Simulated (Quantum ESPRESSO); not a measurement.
# SiC (F-43m): phonons against volume, part 5 of 8

Wanted: mode Grüneisen parameters of SiC and a free-energy fit over volumes.

Quantum ESPRESSO 7.5; DFT LDA, scalar-relativistic, plane waves, GBRV ultrasoft pseudopotentials.

So far. Step 4 (Ground state at this cell): On a basis chosen for the relaxed cell the pressure is -0.008 GPa, small enough for phonons. Step 5 (Zone-centre response): The Born charges sum to zero within 0.0024 e; the rest is removed before use. Acoustic frequencies in this log differ from zero by the error of the sum rule, which ph.x does not impose.

## Step 6: Forces on a displaced cell

System of this step: SiC. The cell holds 54 atoms: 27 Si and 27 C. Its edges and angles: a = 9.182 Å, b = 9.182 Å, c = 9.182 Å, α = 60.0°, β = 60.0°, γ = 60.0°. It derives from SiC, repeated 3×3×3.

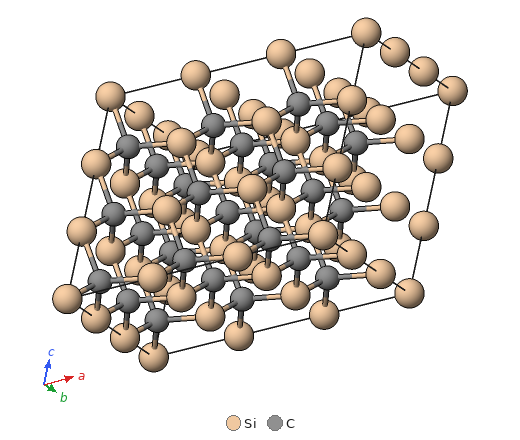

The cell of this step (silicon light orange, carbon grey). Bonds to atoms that aren't drawn are left out. Some periodic images of atoms are drawn too.

disp-00002.in

```
 &control
    calculation='scf',
    prefix='x',
    outdir='./tmp',
    pseudo_dir='./pseudo',
    tprnfor=.true.,
    disk_io='none',
 /
 &system
    ibrav=0,
    nat=54,
    ntyp=2,
    ecutwfc=45.0,
    ecutrho=270.0,
    occupations='fixed',
    nbnd=110,
 /
 &electrons
    conv_thr=1.0d-11,
    mixing_beta=0.7,
    electron_maxstep=100,
 /
ATOMIC_SPECIES
 Si     28.0850  Si.upf
 C      12.0110  C.upf
CELL_PARAMETERS angstrom
     0.000000000    6.492349752    6.492349752
     6.492349752    0.000000000    6.492349752
     6.492349752    6.492349752    0.000000000
ATOMIC_POSITIONS crystal
 Si     0.000000000   0.000000000   0.000000000
 Si     0.333333333   0.000000000   0.000000000
 Si     0.666666667   0.000000000   0.000000000
 Si     0.000000000   0.333333333   0.000000000
 Si     0.333333333   0.333333333   0.000000000
 Si     0.666666667   0.333333333   0.000000000
 Si     0.000000000   0.666666667   0.000000000
 Si     0.333333333   0.666666667   0.000000000
 Si     0.666666667   0.666666667   0.000000000
 Si     0.000000000   0.000000000   0.333333333
 Si     0.333333333   0.000000000   0.333333333
 Si     0.666666667   0.000000000   0.333333333
 Si     0.000000000   0.333333333   0.333333333
 Si     0.333333333   0.333333333   0.333333333
 Si     0.666666667   0.333333333   0.333333333
 Si     0.000000000   0.666666667   0.333333333
 Si     0.333333333   0.666666667   0.333333333
 Si     0.666666667   0.666666667   0.333333333
 Si     0.000000000   0.000000000   0.666666667
 Si     0.333333333   0.000000000   0.666666667
 Si     0.666666667   0.000000000   0.666666667
 Si     0.000000000   0.333333333   0.666666667
 Si     0.333333333   0.333333333   0.666666667
 Si     0.666666667   0.333333333   0.666666667
 Si     0.000000000   0.666666667   0.666666667
 Si     0.333333333   0.666666667   0.666666667
 Si     0.666666667   0.666666667   0.666666667
 C      0.085511610   0.083333333   0.083333333
 C      0.416666667   0.083333333   0.083333333
 C      0.750000000   0.083333333   0.083333333
 C      0.083333333   0.416666667   0.083333333
 C      0.416666667   0.416666667   0.083333333
 C      0.750000000   0.416666667   0.083333333
 C      0.083333333   0.750000000   0.083333333
 C      0.416666667   0.750000000   0.083333333
 C      0.750000000   0.750000000   0.083333333
 C      0.083333333   0.083333333   0.416666667
 C      0.416666667   0.083333333   0.416666667
 C      0.750000000   0.083333333   0.416666667
 C      0.083333333   0.416666667   0.416666667
 C      0.416666667   0.416666667   0.416666667
 C      0.750000000   0.416666667   0.416666667
 C      0.083333333   0.750000000   0.416666667
 C      0.416666667   0.750000000   0.416666667
 C      0.750000000   0.750000000   0.416666667
 C      0.083333333   0.083333333   0.750000000
 C      0.416666667   0.083333333   0.750000000
 C      0.750000000   0.083333333   0.750000000
 C      0.083333333   0.416666667   0.750000000
 C      0.416666667   0.416666667   0.750000000
 C      0.750000000   0.416666667   0.750000000
 C      0.083333333   0.750000000   0.750000000
 C      0.416666667   0.750000000   0.750000000
 C      0.750000000   0.750000000   0.750000000
K_POINTS automatic
 3 3 3 0 0 0
```

Started as:

```bash
> OMP_NUM_THREADS=1 mpirun -n 4 pw.x -nk 4 -in disp-00002.in > disp-00002.out
```

What it wrote:

```text
[banner, memory and clock lines left out]
Program PWSCF v.7.5

     Message from routine setup:
     using ibrav=0 with symmetry is DISCOURAGED, use correct ibrav instead

     G-vector sticks info

     bravais-lattice index     =            0
     lattice parameter (alat)  =      17.3507  a.u.
     unit-cell volume          =    3693.4508 (a.u.)^3
     number of atoms/cell      =           54
     number of atomic types    =            2
     number of electrons       =       216.00
     number of Kohn-Sham states=          110
     kinetic-energy cutoff     =      45.0000  Ry
     charge density cutoff     =     270.0000  Ry
     scf convergence threshold =      1.0E-11
     mixing beta               =       0.7000
     number of iterations used =            8  plain     mixing
     Exchange-correlation= SLA  PZ   NOGX NOGC
                           (   1   1   0   0   0   0   0)

     celldm(1)=  17.350651  celldm(2)=   0.000000  celldm(3)=   0.000000
     celldm(4)=   0.000000  celldm(5)=   0.000000  celldm(6)=   0.000000

     crystal axes: (cart. coord. in units of alat)
               a(1) = (   0.000000   0.707107   0.707107 )
               a(2) = (   0.707107   0.000000   0.707107 )
               a(3) = (   0.707107   0.707107   0.000000 )

     reciprocal axes: (cart. coord. in units 2 pi/alat)
               b(1) = ( -0.707107  0.707107  0.707107 )
               b(2) = (  0.707107 -0.707107  0.707107 )
               b(3) = (  0.707107  0.707107 -0.707107 )

     PseudoPot. # 1 for Si read from file:
     ./pseudo/Si.upf
     Pseudo is Ultrasoft + core correction, Zval =  4.0
     Using radial grid of  899 points,  6 beta functions with:
                l(1) =   0
                l(2) =   0
                l(3) =   1
                l(4) =   1
                l(5) =   2
                l(6) =   2
     Q(r) pseudized with  8 coefficients,  rinner =    0.900   0.900   0.900
                                                       0.900   0.900

     PseudoPot. # 2 for C  read from file:
     ./pseudo/C.upf
     Pseudo is Ultrasoft + core correction, Zval =  4.0
     Using radial grid of  721 points,  4 beta functions with:
                l(1) =   0
                l(2) =   0
                l(3) =   1
                l(4) =   1
     Q(r) pseudized with  8 coefficients,  rinner =    1.100   1.100   1.100

     atomic species   valence    mass     pseudopotential
     Si                4.00    28.08500     Si( 1.00)
     C                 4.00    12.01100     C ( 1.00)

      2 Sym. Ops. (no inversion) found

   Cartesian axes

     site n.     atom                  positions (alat units)
         1        Si     tau(   1) = (   0.0000000   0.0000000   0.0000000  )
         2        Si     tau(   2) = (   0.0000000   0.2357023   0.2357023  )
         3        Si     tau(   3) = (   0.0000000   0.4714045   0.4714045  )
         4        Si     tau(   4) = (   0.2357023   0.0000000   0.2357023  )
         5        Si     tau(   5) = (   0.2357023   0.2357023   0.4714045  )
         6        Si     tau(   6) = (   0.2357023   0.4714045   0.7071068  )
         7        Si     tau(   7) = (   0.4714045   0.0000000   0.4714045  )
         8        Si     tau(   8) = (   0.4714045   0.2357023   0.7071068  )
         9        Si     tau(   9) = (   0.4714045   0.4714045   0.9428090  )
        10        Si     tau(  10) = (   0.2357023   0.2357023   0.0000000  )
        11        Si     tau(  11) = (   0.2357023   0.4714045   0.2357023  )
        12        Si     tau(  12) = (   0.2357023   0.7071068   0.4714045  )
        13        Si     tau(  13) = (   0.4714045   0.2357023   0.2357023  )
        14        Si     tau(  14) = (   0.4714045   0.4714045   0.4714045  )
        15        Si     tau(  15) = (   0.4714045   0.7071068   0.7071068  )
        16        Si     tau(  16) = (   0.7071068   0.2357023   0.4714045  )
[...]
20        Si     tau(  20) = (   0.4714045   0.7071068   0.2357023  )
        21        Si     tau(  21) = (   0.4714045   0.9428090   0.4714045  )
        22        Si     tau(  22) = (   0.7071068   0.4714045   0.2357023  )
        23        Si     tau(  23) = (   0.7071068   0.7071068   0.4714045  )
        24        Si     tau(  24) = (   0.7071068   0.9428090   0.7071068  )
        25        Si     tau(  25) = (   0.9428090   0.4714045   0.4714045  )
        26        Si     tau(  26) = (   0.9428090   0.7071068   0.7071068  )
        27        Si     tau(  27) = (   0.9428090   0.9428090   0.9428090  )
        28        C      tau(  28) = (   0.1178511   0.1193914   0.1193914  )
        29        C      tau(  29) = (   0.1178511   0.3535534   0.3535534  )
        30        C      tau(  30) = (   0.1178511   0.5892557   0.5892557  )
        31        C      tau(  31) = (   0.3535534   0.1178511   0.3535534  )
        32        C      tau(  32) = (   0.3535534   0.3535534   0.5892557  )
        33        C      tau(  33) = (   0.3535534   0.5892557   0.8249579  )
        34        C      tau(  34) = (   0.5892557   0.1178511   0.5892557  )
        35        C      tau(  35) = (   0.5892557   0.3535534   0.8249579  )
        36        C      tau(  36) = (   0.5892557   0.5892557   1.0606602  )
        37        C      tau(  37) = (   0.3535534   0.3535534   0.1178511  )
        38        C      tau(  38) = (   0.3535534   0.5892557   0.3535534  )
        39        C      tau(  39) = (   0.3535534   0.8249579   0.5892557  )
        40        C      tau(  40) = (   0.5892557   0.3535534   0.3535534  )
        41        C      tau(  41) = (   0.5892557   0.5892557   0.5892557  )
        42        C      tau(  42) = (   0.5892557   0.8249579   0.8249579  )
        43        C      tau(  43) = (   0.8249579   0.3535534   0.5892557  )
[...]
47        C      tau(  47) = (   0.5892557   0.8249579   0.3535534  )
        48        C      tau(  48) = (   0.5892557   1.0606602   0.5892557  )
        49        C      tau(  49) = (   0.8249579   0.5892557   0.3535534  )
        50        C      tau(  50) = (   0.8249579   0.8249579   0.5892557  )
        51        C      tau(  51) = (   0.8249579   1.0606602   0.8249579  )
        52        C      tau(  52) = (   1.0606602   0.5892557   0.5892557  )
        53        C      tau(  53) = (   1.0606602   0.8249579   0.8249579  )
        54        C      tau(  54) = (   1.0606602   1.0606602   1.0606602  )

     number of k points=    10
                       cart. coord. in units 2pi/alat
        k(    1) = (   0.0000000   0.0000000   0.0000000), wk =   0.0740741
[...]
iteration #  8     ecut=    45.00 Ry     beta= 0.70
     Davidson diagonalization with overlap
     ethr =  5.21E-08,  avg # of iterations =  3.7

     total energy              =    -572.41253483 Ry
     estimated scf accuracy    <       0.00002760 Ry

     iteration #  9     ecut=    45.00 Ry     beta= 0.70
     Davidson diagonalization with overlap
     ethr =  1.28E-08,  avg # of iterations =  2.3

     total energy              =    -572.41254019 Ry
     estimated scf accuracy    <       0.00000159 Ry

     iteration # 10     ecut=    45.00 Ry     beta= 0.70
     Davidson diagonalization with overlap
     ethr =  7.38E-10,  avg # of iterations =  5.3

     total energy              =    -572.41254165 Ry
     estimated scf accuracy    <       0.00000088 Ry

     iteration # 11     ecut=    45.00 Ry     beta= 0.70
     Davidson diagonalization with overlap
     ethr =  4.06E-10,  avg # of iterations =  1.8

     total energy              =    -572.41254165 Ry
     estimated scf accuracy    <       0.00000015 Ry

     iteration # 12     ecut=    45.00 Ry     beta= 0.70
     Davidson diagonalization with overlap
     ethr =  7.11E-11,  avg # of iterations =  2.0

     total energy              =    -572.41254170 Ry
     estimated scf accuracy    <          2.7E-09 Ry

     iteration # 13     ecut=    45.00 Ry     beta= 0.70
     Davidson diagonalization with overlap
     ethr =  1.23E-12,  avg # of iterations =  5.1

     total energy              =    -572.41254171 Ry
     estimated scf accuracy    <          8.8E-10 Ry

     iteration # 14     ecut=    45.00 Ry     beta= 0.70
     Davidson diagonalization with overlap
     ethr =  4.08E-13,  avg # of iterations =  2.0

     total energy              =    -572.41254171 Ry
     estimated scf accuracy    <          4.8E-10 Ry

     iteration # 15     ecut=    45.00 Ry     beta= 0.70
     Davidson diagonalization with overlap
     ethr =  2.20E-13,  avg # of iterations =  2.0

     total energy              =    -572.41254171 Ry
     estimated scf accuracy    <          1.9E-11 Ry

     iteration # 16     ecut=    45.00 Ry     beta= 0.70
     Davidson diagonalization with overlap
     ethr =  1.00E-13,  avg # of iterations =  1.0

     End of self-consistent calculation

          k = 0.0000 0.0000 0.0000 ( 18883 PWs)   bands (ev):

    -6.0015  -3.8910  -3.8882  -3.8863  -3.8863  -3.8863  -3.8863  -3.8843
    -3.8816  -3.1686  -3.1645  -3.1637  -3.1637  -3.1629  -3.1589  -1.2135
    -1.2094  -1.2089  -1.2071  -1.2063  -1.2057  -1.2057  -1.2051  -1.2043
    -1.2026  -1.2020  -1.1977   2.3779   2.3870   2.3881   2.3884   2.3893
     2.3898   2.3898   2.3904   2.3913   2.3916   2.3927   2.4013   3.2479
     3.2529   3.2554   3.2554   3.2554   3.2554   3.2579   3.2628   3.7145
     3.7151   3.7173   3.7176   3.7189   3.7196   3.7197   3.7204   3.7217
     3.7220   3.7243   3.7249   4.4479   4.4535   4.4542   4.4542   4.4549
     4.4607   6.8197   6.8268   6.8268   6.8274   6.8284   6.8284   6.8284
     6.8284   6.8294   6.8300   6.8301   6.8368   7.2648   7.2679   7.2715
     7.2726   7.2731   7.2733   7.2733   7.2734   7.2739   7.2750   7.2788
     7.2820   8.6086   8.6230   8.6232   8.6234   8.6238   8.6245   8.6246
     8.6256   8.6257   8.6266   8.6268   8.6275   8.6278   8.6281   8.6283
     8.6430   9.4737   9.4771   9.4808  12.0741  12.0746

          k = 0.2357 0.2357-0.2357 ( 18843 PWs)   bands (ev):

    -5.7558  -5.0315  -4.0999  -4.0978  -4.0958  -3.8541  -3.8520  -3.8499
    -3.2434  -3.2417  -3.2399  -2.5970  -2.2530  -2.2515  -2.2501  -2.1177
    -2.1157  -2.1137  -1.1938  -1.1906  -1.1901  -1.1898  -1.1892  -1.1861
[...]
8.9542   8.9598   9.3102   9.3160  11.9476  11.9489

          k = 0.4714 0.0000-0.0000 ( 18822 PWs)   bands (ev):

[...]
9.0416   9.0437   9.0440   9.0460  10.9244  13.2894

          k =-0.0000-0.4714 0.4714 ( 18798 PWs)   bands (ev):

[...]
8.5997   8.7038   8.7040   9.3691  11.4092  12.3193

          k =-0.2357 0.2357 0.2357 ( 18843 PWs)   bands (ev):

[...]
8.9566   8.9599   9.3129   9.3163  11.9480  11.9493

          k = 0.2357 0.2357 0.2357 ( 18843 PWs)   bands (ev):

[...]
8.9540   8.9572   9.3099   9.3131  11.9478  11.9495

          k = 0.0000 0.4714-0.0000 ( 18822 PWs)   bands (ev):

[...]
9.0390   9.0437   9.0438   9.0490  10.9244  13.2880

          k = 0.0000-0.4714-0.4714 ( 18798 PWs)   bands (ev):

[...]
8.5998   8.7006   8.7072   9.3690  11.4093  12.3171

          k =-0.4714 0.0000-0.4714 ( 18798 PWs)   bands (ev):

[...]
8.5976   8.7031   8.7072   9.3665  11.4090  12.3172

          k = 0.4714 0.0000-0.4714 ( 18798 PWs)   bands (ev):

[...]
2.6413   2.6417   2.9869   2.9899   3.6116   3.6137   3.6155   3.6190
     4.1340   4.2706   4.2729   5.0458   5.0467   5.0490   5.0512   5.2643
     5.2675   5.3488   5.4893   5.4915   5.5824   5.5853   5.6774   5.6951
     5.6961   6.1321   6.1349   6.1366   6.1392   6.2469   6.2499   6.2975
     6.3017   6.3051   6.3062   6.3658   6.3944   6.3966   6.3971   6.3994
     6.6778   6.6820   7.0220   7.0252   7.2131   7.2489   7.2518   7.3657
     7.3681   7.4988   7.5040   7.5056   7.5071   7.9614   7.9629   7.9642
     7.9685   8.1819   8.1858   8.2446   8.4049   8.4118   8.4889   8.4937
     8.6020   8.7007   8.7046   9.3716  11.4096  12.3168

     highest occupied, lowest unoccupied level (ev):     9.4808   10.9244

!    total energy              =    -572.41254171 Ry
     estimated scf accuracy    <          2.7E-12 Ry

     The total energy is the sum of the following terms:
     one-electron contribution =     154.26390336 Ry
     hartree contribution      =      62.07145851 Ry
     xc contribution           =    -219.71959596 Ry
     ewald contribution        =    -569.02830762 Ry

     convergence has been achieved in  16 iterations

     Forces acting on atoms (cartesian axes, Ry/au):

     atom    1 type  1   force =     0.00254405    0.00415705    0.00415705
     atom    2 type  1   force =    -0.00302413    0.00453103    0.00453103
     atom    3 type  1   force =     0.00000236   -0.00038215   -0.00038215
     atom    4 type  1   force =    -0.00003350    0.00158425    0.00154323
     atom    5 type  1   force =    -0.00016103    0.00001887   -0.00037450
     atom    6 type  1   force =     0.00015444   -0.00037473    0.00001242
     atom    7 type  1   force =    -0.00017367    0.00013366   -0.00020461
     atom    8 type  1   force =     0.00000126    0.00017301    0.00017382
     atom    9 type  1   force =     0.00018000   -0.00020611    0.00013876
     atom   10 type  1   force =    -0.00003350    0.00154323    0.00158425
     atom   11 type  1   force =    -0.00016103   -0.00037450    0.00001887
     atom   12 type  1   force =     0.00015444    0.00001242   -0.00037473
     atom   13 type  1   force =    -0.00029463    0.00000758    0.00000758
     atom   14 type  1   force =    -0.00000094   -0.00003369   -0.00003369
     atom   15 type  1   force =     0.00030048    0.00000629    0.00000629
     atom   16 type  1   force =     0.00000751    0.00016246   -0.00007708
[...]
atom   47 type  2   force =    -0.00043873   -0.00005812    0.00025685
     atom   48 type  2   force =    -0.00000128    0.00003786    0.00003855
     atom   49 type  2   force =    -0.00000078   -0.00017938   -0.00018297
     atom   50 type  2   force =     0.00000038   -0.00002440    0.00008225
     atom   51 type  2   force =     0.00000035    0.00008278   -0.00002280
     atom   52 type  2   force =     0.00002465    0.00001261    0.00001261
     atom   53 type  2   force =    -0.00000022   -0.00002362   -0.00002362
     atom   54 type  2   force =    -0.00002610    0.00001305    0.00001305

     Total force =     0.022123     Total SCF correction =     0.000004
     Message from routine punch:
     Nothing written, as per user request (disk_io='none')
```

Run time: 10 min. Hardware: 4 MPI ranks of Arm Neoverse V1, shared host; 42 min of CPU time.

Numbers from this step:

* gap on the k-mesh: 1.444 eV

Force (size) by element, in eV/Å:

```csv
element,atoms,mean,spread (r.m.s.),least,largest
Si,27,0.022,0.045,0.001,0.182
C,27,0.029,0.093,0.001,0.498
```

The atoms with the largest values:

```csv
atom,"x, y, z (Å)",force (eV/Å)
C28,"1.08, 1.10, 1.10","0.014, -0.352, -0.352"
Si2,"0.00, 2.16, 2.16","-0.078, 0.117, 0.117"
Si1,"0.00, 0.00, 0.00","0.065, 0.107, 0.107"
Si4,"2.16, 0.00, 2.16","-0.001, 0.041, 0.040"
Si10,"2.16, 2.16, 0.00","-0.001, 0.040, 0.041"
C29,"1.08, 3.25, 3.25","-0.010, 0.028, 0.028"
C30,"1.08, 5.41, 5.41","0.010, 0.027, 0.027"
C31,"3.25, 1.08, 3.25","0.021, -0.011, 0.016"
```

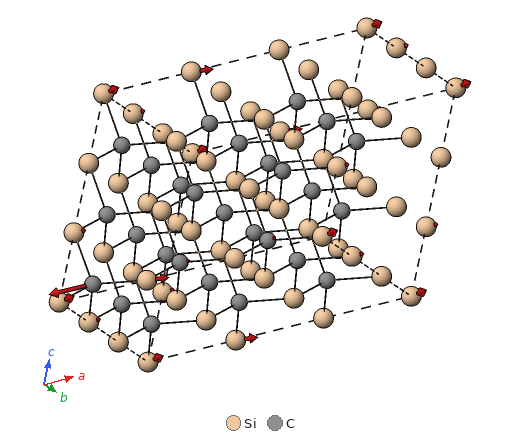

Force as arrows, the longest 0.498 eV/Å. Bonds to atoms that aren't drawn are left out. Some periodic images of atoms are drawn too.

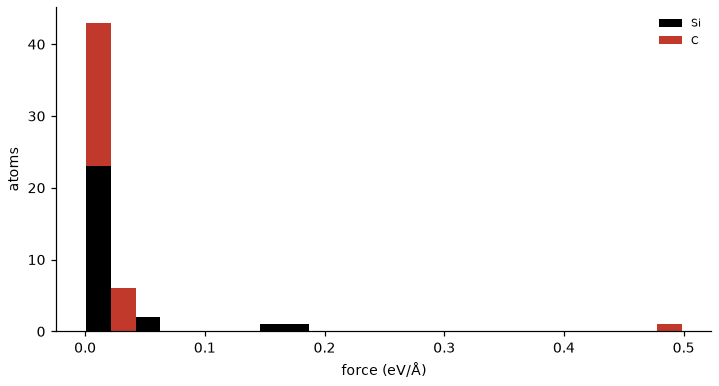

Force as a stacked histogram.

At this level the gap is 1.44 eV on the k-mesh of the self-consistent run, which can miss the band edges.

## Step 7: Forces on a displaced cell

One atom (for the harmonic constants) or a pair of atoms (for the cubic ones) is moved by a few hundredths of an ångström; the forces on all atoms give a column of force constants. The threshold is tight because the forces are small.

disp-00001.in, as its differences from disp-00002.in of step 6:

```diff
@@ -30,3 +30,3 @@
 ATOMIC_POSITIONS crystal
- Si     0.000000000   0.000000000   0.000000000
+ Si     0.002178277   0.000000000   0.000000000
  Si     0.333333333   0.000000000   0.000000000
@@ -57,3 +57,3 @@
  Si     0.666666667   0.666666667   0.666666667
- C      0.085511610   0.083333333   0.083333333
+ C      0.083333333   0.083333333   0.083333333
  C      0.416666667   0.083333333   0.083333333
```

Started as:

```bash
> OMP_NUM_THREADS=1 mpirun -n 4 pw.x -nk 4 -in disp-00001.in > disp-00001.out
```

What it wrote:

```text
[banner, memory and clock lines left out]
Program PWSCF v.7.5

     Message from routine setup:
     using ibrav=0 with symmetry is DISCOURAGED, use correct ibrav instead

     G-vector sticks info

     bravais-lattice index     =            0
     lattice parameter (alat)  =      17.3507  a.u.
     unit-cell volume          =    3693.4508 (a.u.)^3
     number of atoms/cell      =           54
     number of atomic types    =            2
     number of electrons       =       216.00
[...]
atom    1 type  1   force =    -0.00048831   -0.01436472   -0.01436472
     atom    2 type  1   force =    -0.00026928    0.00151147    0.00151147
     atom    3 type  1   force =     0.00027575    0.00148061    0.00148061
[...]
atom   53 type  2   force =     0.00014824    0.00000856    0.00000856
     atom   54 type  2   force =     0.00000077   -0.00003373   -0.00003373

     Total force =     0.023271     Total SCF correction =     0.000003
     Message from routine punch:
     Nothing written, as per user request (disk_io='none')
[key lines of the parts left out:]
!    total energy              =    -572.41252448 Ry
convergence has been achieved in  16 iterations
```

It took 11 min on 4 MPI ranks; 44 min of CPU time.

[end of part 5 of 8]

[Logs are printed without paths, hosts, clocks, repeated set-up lines and the standing remarks that a program may print on its own settings, such as how far it seeks lower states.]

[Hosts, paths, dates, database ids (printed as entryN), source tags and the programs' standing remarks are cut or masked in the printed files.]

[A step with changed settings may run another functional than the one named; its input shows which.]

[Of the runs on displaced cells, only some may be shown.]
